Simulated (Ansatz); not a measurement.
MoS$_{2}$: geometry relaxation (part 1 of 2)

The run: geometry relaxation of MoS$_{2}$ (R3m, 3 atoms in the cell). Method and program: DFT PBE, scalar-relativistic, plane waves, PAW, spin-polarised (Ansatz 0.2.0).

The structure derives from an entry of the Crystallography Open Database. Figures and captions count atoms from 1; the log counts them from 0 in places.

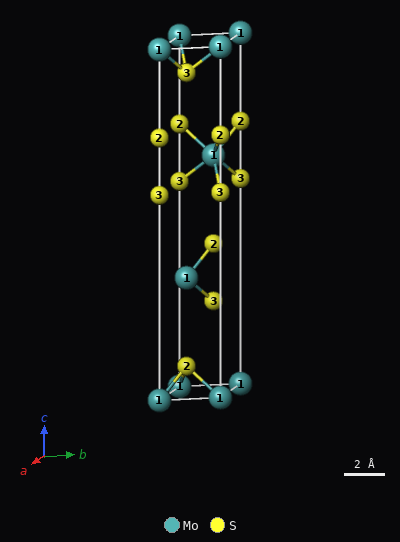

The input geometry (ball-and-stick view of the cell 3 times as large as that of the calculation, set on its symmetry axes, seen slightly off an axis; atoms are numbered from 1 in the order of the input). An atom can appear more than once, as a periodic image.

### Key numbers

| quantity | value |
| --- | --- |
| outcome | converged |
| space group (tolerance 0.01 Å) | R3m (160) |
| electrons treated | 26 |
| free energy | −6762.7615 eV |
| Fermi energy | 11.544 eV |
| gap on the k-point mesh | 0.90 eV |
| net moment of the cell | 0.00 μB |
| integrated absolute moment | 0.00 μB |
| pressure | 2.95 GPa |
| final volume | 53.05 Å³ |
| largest force (length of the vector) at the end | 0.001 eV/Å |
| final cell | a = 6.394 Å, b = 6.394 Å, c = 6.394 Å, α = 28.63°, β = 28.63°, γ = 28.63° |
| hardware | 4 threads of Intel Xeon @ 2.50GHz (Skylake/Cascade Lake), 12 GiB of memory available, shared host |
| wall time | 65 s (CPU time 4.2 min) |
| peak memory | 0.74 GiB |

The program warns: some starting moments were not kept.

### Input file
```yaml
crystal:
  lattice:
    - [1.5814998946, 0.9130793898, 6.1233282105]
    - [-1.5814998946, 0.9130793898, 6.1233282105]
    - [0.0, -1.8261587797, 6.1233282105]
  atoms:
    - { symbol: Mo, position: [0.0, 0.0, 0.0], spin: 0.05 }
    - { symbol: S, position: [0.7484, 0.7484, 0.7484] }
    - { symbol: S, position: [0.5849, 0.5849, 0.5849] }
basis:
  ecutwfc: 420
  ecutrho_ratio: 4
kpoints:
  mp_grid: { grid: [12, 12, 12] }
hamiltonian:
  xc: pbe
scf:
  occupations: { method: gaussian, width: 0.05 }
  lower_state_search: "off"
output:
  forces: true
  stress: true
  eigenvalues: true
  populations: true
magnetization:
  spin_polarized: true
relax:
  f_tol: 0.02
  max_steps: 40
  cell: { stress_tol: 0.2, fix: [volume] }
checkpoint:
  read: start.run
  write: ck
  compress: false
  write_wavefunctions: false
  write_every: 100000
```

Launched with:
```bash
ansatz run input.yaml --threads 4 --pin off --max-ram 9216MiB --backend cpu --events-out ev --progress --plain --runs-dir out
```

### What the program printed
```
Warning: checkpoint.read: spin seed differs: saved f585175c40f3…, current f586ef76afa8…; the loaded state replaces the seed-built initial guess (but the starting_ns of a DFT+U solve that opens without the state's occupation matrices), so the run may converge into the producing seed's basin, or, where the symmetry group that follows from this deck's starting moments and starting_ns does not hold the saved magnetisation, lose that magnetisation at its first build. Where atoms have moved since the state was saved, this difference can also decide whether moments are moved with them. A self-consistent run of this deck without the state starts from its starting moments and, under a DFT+U term, its starting_ns
basis.fft_grid_basis auto: the FFT boxes are laid along the combinations [[1, 0, -1], [0, 1, -1], [0, 0, 1]] of the cell's own vectors, 3.163, 3.163 and 6.390 Å long. The dense box has 24×24×45 points. Along the cell's own vectors, as sized, it would have 45×45×45, 3.52 times as many. Of the 6 symmetry operations that the crystal satisfies within crystal.symmetry.tolerance (time reversal apart; of a slab, those that keep its plane) the dense box along the cell's own vectors carries 6, and the one as laid loses 4 of those. basis.fft_grid_basis: typed keeps the cell's own vectors: state it where this run's energies or levels are differenced outside the engine with another run's, or held beside a run that keeps those vectors.
Engine: ansatz 0.2.0, x86_64-unknown-linux-gnu
Pseudopotentials: kind: paw
Pseudopotential: Mo, paw, valence charge 14, recommended cutoff 420 eV (normal), Mo.paw.azcp
Pseudopotential: S, paw, valence charge 6, recommended cutoff 420 eV (normal), S.paw.azcp
Functional definition: PBE
  parameter kappa = 0.804
  parameter beta = 0.06672455060314922
  exchange = pbe_x(kappa = kappa, mu = beta*pi^2/3)
  correlation = pbe_c(beta = beta)
Crystal: 3 atoms, lattice volume = 53.054 Å³
Basis set: ecut = 420 eV, 1011 PW (Γ), FFT grids on a1−a3, a2−a3, a3, exchange–correlation on 48×48×90 points (8 copies of the dense FFT grid, shifted against one another)
Bands: 18, of which v1, the nominal top of the filled ones, is band 13 counted from 1 (12 counted from 0)
Symmetry: 6 space group operations
Space group: R3m (ITA 160), of the structure as read, at distance tolerance 3.8e-5 Å
Magnetic group: BNS 160.65 (UNI 1295), of the structure as read, at distance tolerance 3.8e-5 Å
k-points: 189 of 1728 (time reversal used)
Non-local potential: Mo, projectors of the file, l = 0: 3, l = 1: 2, l = 2: 2, l = 3: 1
Non-local potential: S, projectors of the file, l = 0: 2, l = 1: 2, l = 2: 2
PAW form: soft (Blöchl's): semilocal exchange-correlation on the pseudo side does not see the compensation charge
PAW one-centre angular grid: Mo, 590 points (default); XC on 64 Gauss nodes
PAW one-centre angular grid: S, 110 points (default); XC on 64 Gauss nodes
Initial density: read from a saved state, or passed on in memory by an earlier SCF of this step, an earlier step, the calling program or the single point that the run made first
Stability of the state it starts from, as read at its close in the collinear treatment: not read negative (Ritz values of 1 − χ₀K, real part plus size of imaginary part, from 0.71 to 0.73, by its mixing steps under the symmetry group of the SCF that read it); its run was given moments
Starting moments: Σ|m| = 0.05 μB on 1 of 3 sites; this step starts from the density that it was given
Initial wavefunctions: pseudopotential atomic-orbital guess
Functional: x = pbe(κ = 0.804, μ = 0.2195149727645171), c = pbe(β = 0.06672455060314922)
iter 1 solved again at ethr=3.88e-7 eV; its pass at ethr=3.10e-3 eV (dr2=1.01e-4 eV) is discarded
SCF iter   1: F=—  HF=-6762.684500 eV  |F-HF|=—  |Δ(HF+E_count)|=         —  Δρ=4.02e-7 (↑3.97e-7 ↓4.02e-7)  dr2=6.65e-10  dr2_m=8.75e-13  M=0.000 μB ∫|m|=0.000 μB  β_m=0.30  ethr=3.88e-7  ⟨swp⟩=3.0  Hψ=56600  notcnv=0
eigensolver tolerance schedule: the retry pair's looser diagonalisation over-reported the residual by 151684.87 of it (diagonalisation noise at an unbounded share of the residual, at the tolerance the schedule requests for it); recorded, not acted on — ethr = c·dr2/N_el stays at c = 1.0e-1
preconditioner: auto → none  [insulator: Δε(μ)=0.644 eV  Ē_g=9.255 eV  σ=0.050 eV  W_gap=1.00  n_scr=16 (ndim 8)  ℏωp=21.6 eV  f_vac=0.020  D(μ)=0.00/eV (n_scr^D=0)  ε∞_Penn≈6.5]
SCF iter   2: F=—  HF=-6762.684500 eV  |F-HF|=—  |Δ(HF+E_count)|=   6.46e-8  Δρ=2.66e-7 (↑2.66e-7 ↓2.59e-7)  dr2=7.67e-10  dr2_m=5.31e-13  M=0.000 μB ∫|m|=0.000 μB  β_m=0.30  ethr=2.56e-12  ⟨swp⟩=7.0  Hψ=29743  notcnv=0
SCF iter   3: F=-6762.684500 eV  HF=-6762.684500 eV  |F-HF|=8.37e-11  |Δ(HF+E_count)|=  1.27e-10  Δρ=1.74e-7 (↑1.74e-7 ↓1.67e-7)  dr2=1.08e-10  dr2_m=4.21e-13  M=0.000 μB ∫|m|=0.000 μB  ethr=2.56e-12  ⟨swp⟩=1.0  Hψ=16182  notcnv=0
WARN: the starting moments were not kept: the SCF closed with an absolute magnetisation of 7.5e-7 μB, where they sum to 0.05 μB in size (1 site). That is at most 0.1 of that sum. Measured as dr2_m measures the in/out step, that magnetisation stands 6.7e-14 eV from none, at or under the dr2_threshold of 1.0e-7 eV: it is no larger than a step whose dr2_m would equal this threshold. The system may hold no moment; this SCF shows only that its start led to no more than that. This SCF took its magnetisation from a saved state (the deck's checkpoint.read, a session's seed or a resume), or from the single point or search that the run made first, and not from the starting moments. Where the run's atoms have moved since that state, how it is taken is a key of its own (checkpoint.density_extrapolation: follow_atoms, where typed, takes the whole of its magnetisation to them with its atoms, but for some exceptions; the density_extrapolation keyword of a session's seed is the same key). To be rid of a resumed run's state, run its deck in a fresh run directory. To be rid of the state of a single point that the run made first, give starting moments in the input or, where a deck that gives them still makes one, type scf.lower_state_search: off. To try another start, run it without that state.
SCF 1 converged in 3 iterations: F = -6762.684500 eV  dr2 = 1.08e-10
  greatest PAW one-centre occupation: 0.998 electrons in one spin orbital (limit 2), on the Mo atom at site 0 (counted from 0), in its partial waves of l = 0
relax step   1: F+E_penalty+E_count = -6762.68449957 eV  Δ(F+E_penalty+E_count) = +0.000e0 eV  max|allowed force component| = 1.292e0 eV/Å  Δτ_max = 0.0000 Å  P = +9.268 GPa  Ω = 53.054 Å³  fix = [volume]  reactions: volume +9.268 GPa  (3 SCF iters, dr2 threshold 1.00e-7 eV, accepted)
Basis set: ecut = 420 eV, 1017 PW (Γ), FFT grids on a1−a3, a2−a3, a3, exchange–correlation on 48×48×90 points (8 copies of the dense FFT grid, shifted against one another)
Initial density: handed on by an earlier stage of this run
Initial wavefunctions: those handed on with the density
iter 1 solved again at ethr=9.56e-5 eV; its pass at ethr=3.10e-3 eV (dr2=2.49e-2 eV) is discarded
SCF iter   1: F=—  HF=-6762.743659 eV  |F-HF|=—  |Δ(HF+E_count)|=         —  Δρ=3.03e-3 (↑3.02e-3 ↓3.03e-3)  dr2=1.94e-2  dr2_m=1.79e-7  M=0.000 μB ∫|m|=0.000 μB  β_m=0.30  ethr=9.56e-5  ⟨swp⟩=1.1  Hψ=42222  notcnv=0
preconditioner: auto → none  [insulator: Δε(μ)=0.944 eV  Ē_g=8.985 eV  σ=0.050 eV  W_gap=1.00  n_scr=16 (ndim 8)  ℏωp=21.6 eV  f_vac=0.012  D(μ)=0.00/eV (n_scr^D=0)  ε∞_Penn≈6.8]
SCF iter   2: F=—  HF=-6762.740906 eV  |F-HF|=—  |Δ(HF+E_count)|=   2.75e-3  Δρ=1.88e-3 (↑1.87e-3 ↓1.88e-3)  dr2=1.07e-2  dr2_m=1.02e-7  M=0.000 μB ∫|m|=0.000 μB  β_m=0.31  ethr=7.47e-5  ⟨swp⟩=2.9  Hψ=10818  notcnv=0
SCF iter   3: F=—  HF=-6762.739988 eV  |F-HF|=—  |Δ(HF+E_count)|=   9.18e-4  Δρ=1.54e-3 (↑1.54e-3 ↓1.54e-3)  dr2=7.47e-3  dr2_m=6.27e-8  M=0.000 μB ∫|m|=0.000 μB  β_m=0.29  ethr=4.13e-5  ⟨swp⟩=2.0  Hψ=8829  notcnv=0
SCF iter   4: F=—  HF=-6762.738931 eV  |F-HF|=—  |Δ(HF+E_count)|=   1.06e-3  Δρ=3.99e-4 (↑3.99e-4 ↓3.98e-4)  dr2=1.38e-4  dr2_m=1.47e-8  M=0.000 μB ∫|m|=0.000 μB  β_m=0.42  ethr=2.87e-5  ⟨swp⟩=2.3  Hψ=8828  notcnv=0
SCF iter   5: F=—  HF=-6762.738939 eV  |F-HF|=—  |Δ(HF+E_count)|=   8.68e-6  Δρ=1.14e-4 (↑1.14e-4 ↓1.14e-4)  dr2=1.73e-5  dr2_m=2.77e-9  M=0.000 μB ∫|m|=0.000 μB  β_m=0.49  ethr=5.32e-7  ⟨swp⟩=2.4  Hψ=11210  notcnv=0
SCF iter   6: F=—  HF=-6762.738942 eV  |F-HF|=—  |Δ(HF+E_count)|=   2.79e-6  Δρ=4.89e-5 (↑4.89e-5 ↓4.89e-5)  dr2=1.69e-5  dr2_m=5.10e-10  M=0.000 μB ∫|m|=0.000 μB  β_m=0.38  ethr=6.67e-8  ⟨swp⟩=2.1  Hψ=9507  notcnv=0
SCF iter   7: F=—  HF=-6762.738939 eV  |F-HF|=—  |Δ(HF+E_count)|=   2.90e-6  Δρ=1.57e-5 (↑1.55e-5 ↓1.57e-5)  dr2=3.19e-7  dr2_m=2.93e-10  M=0.000 μB ∫|m|=0.000 μB  β_m=0.48  ethr=6.49e-8  ⟨swp⟩=2.2  Hψ=8588  notcnv=0
SCF iter   8: F=-6762.738939 eV  HF=-6762.738939 eV  |F-HF|=6.28e-10  |Δ(HF+E_count)|=   3.49e-8  Δρ=3.11e-6 (↑3.04e-6 ↓3.11e-6)  dr2=9.74e-9  dr2_m=5.70e-11  M=0.000 μB ∫|m|=0.000 μB  ethr=1.15e-9  ⟨swp⟩=4.8  Hψ=25180  notcnv=0
the starting moments were not kept: the SCF closed with an absolute magnetisation of 5.4e-6 μB, where they sum to 0.05 μB in size (1 site). That is at most 0.1 of that sum. Measured as dr2_m measures the in/out step, that magnetisation stands 6.4e-12 eV from none, at or under the dr2_threshold of 3.0e-7 eV: it is no larger than a step whose dr2_m would equal this threshold.
SCF 2 converged in 8 iterations: F = -6762.738939 eV  dr2 = 9.74e-9
relax step   2: F+E_penalty+E_count = -6762.73893914 eV  Δ(F+E_penalty+E_count) = -5.444e-2 eV  max|allowed force component| = 5.389e-1 eV/Å  Δτ_max = 0.0729 Å  P = +1.527 GPa  Ω = 53.054 Å³  fix = [volume]  reactions: volume +1.527 GPa  (8 SCF iters, dr2 threshold 3.00e-7 eV, accepted)
iter 1 solved again at ethr=1.35e-5 eV; its pass at ethr=3.10e-3 eV (dr2=3.50e-3 eV) is discarded
SCF iter   1: F=—  HF=-6762.761813 eV  |F-HF|=—  |Δ(HF+E_count)|=         —  Δρ=9.67e-4 (↑9.58e-4 ↓9.67e-4)  dr2=3.59e-3  dr2_m=2.15e-7  M=0.000 μB ∫|m|=0.000 μB  β_m=0.30  ethr=1.35e-5  ⟨swp⟩=2.0  Hψ=43902  notcnv=0
preconditioner: auto → none  [insulator: Δε(μ)=0.891 eV  Ē_g=9.016 eV  σ=0.050 eV  W_gap=1.00  n_scr=16 (ndim 8)  ℏωp=21.6 eV  f_vac=0.012  D(μ)=0.00/eV (n_scr^D=0)  ε∞_Penn≈6.8]
SCF iter   2: F=—  HF=-6762.761573 eV  |F-HF|=—  |Δ(HF+E_count)|=   2.41e-4  Δρ=8.89e-4 (↑8.88e-4 ↓8.89e-4)  dr2=2.80e-3  dr2_m=1.23e-7  M=0.000 μB ∫|m|=0.000 μB  β_m=0.26  ethr=1.35e-5  ⟨swp⟩=2.0  Hψ=8799  notcnv=0
SCF iter   3: F=—  HF=-6762.761251 eV  |F-HF|=—  |Δ(HF+E_count)|=   3.22e-4  Δρ=4.98e-4 (↑4.94e-4 ↓4.98e-4)  dr2=4.26e-4  dr2_m=9.58e-8  M=0.000 μB ∫|m|=0.000 μB  β_m=0.33  ethr=1.08e-5  ⟨swp⟩=2.0  Hψ=7544  notcnv=0
SCF iter   4: F=—  HF=-6762.761209 eV  |F-HF|=—  |Δ(HF+E_count)|=   4.18e-5  Δρ=1.92e-4 (↑1.91e-4 ↓1.92e-4)  dr2=3.37e-5  dr2_m=2.50e-8  M=0.000 μB ∫|m|=0.000 μB  β_m=0.41  ethr=1.64e-6  ⟨swp⟩=2.3  Hψ=9161  notcnv=0
SCF iter   5: F=—  HF=-6762.761215 eV  |F-HF|=—  |Δ(HF+E_count)|=   6.23e-6  Δρ=5.10e-5 (↑5.10e-5 ↓5.06e-5)  dr2=3.41e-6  dr2_m=4.05e-9  M=0.000 μB ∫|m|=0.000 μB  β_m=0.44  ethr=1.30e-7  ⟨swp⟩=2.3  Hψ=10018  notcnv=0
SCF iter   6: F=—  HF=-6762.761216 eV  |F-HF|=—  |Δ(HF+E_count)|=   7.24e-7  Δρ=2.14e-5 (↑2.14e-5 ↓2.13e-5)  dr2=1.80e-6  dr2_m=1.15e-9  M=0.000 μB ∫|m|=0.000 μB  β_m=0.38  ethr=1.31e-8  ⟨swp⟩=2.1  Hψ=9382  notcnv=0
iter 7 did not close the SCF: its close was put off for a magnetic moment that had not settled (scf_convergence_deferred on its scf_iter line)
SCF iter   7: F=-6762.761215 eV  HF=-6762.761215 eV  |F-HF|=1.36e-9  |Δ(HF+E_count)|=   2.03e-7  Δρ=5.55e-6 (↑5.16e-6 ↓5.55e-6)  dr2=3.04e-8  dr2_m=3.57e-10  M=0.000 μB ∫|m|=0.000 μB  β_m=0.58  ethr=1.15e-9  ⟨swp⟩=2.9  Hψ=25060  notcnv=0
SCF iter   8: F=-6762.761215 eV  HF=-6762.761215 eV  |F-HF|=6.48e-10  |Δ(HF+E_count)|=   9.33e-9  Δρ=9.08e-7 (↑9.08e-7 ↓8.37e-7)  dr2=1.77e-9  dr2_m=3.76e-11  M=0.000 μB ∫|m|=0.000 μB  ethr=1.17e-10  ⟨swp⟩=1.9  Hψ=20140  notcnv=0
the starting moments were not kept: the SCF closed with an absolute magnetisation of 4.6e-6 μB, where they sum to 0.05 μB in size (1 site). That is at most 0.1 of that sum. Measured as dr2_m measures the in/out step, that magnetisation stands 4.6e-12 eV from none, at or under the dr2_threshold of 3.0e-7 eV: it is no larger than a step whose dr2_m would equal this threshold.
SCF 3 converged in 8 iterations: F = -6762.761215 eV  dr2 = 1.77e-9
```
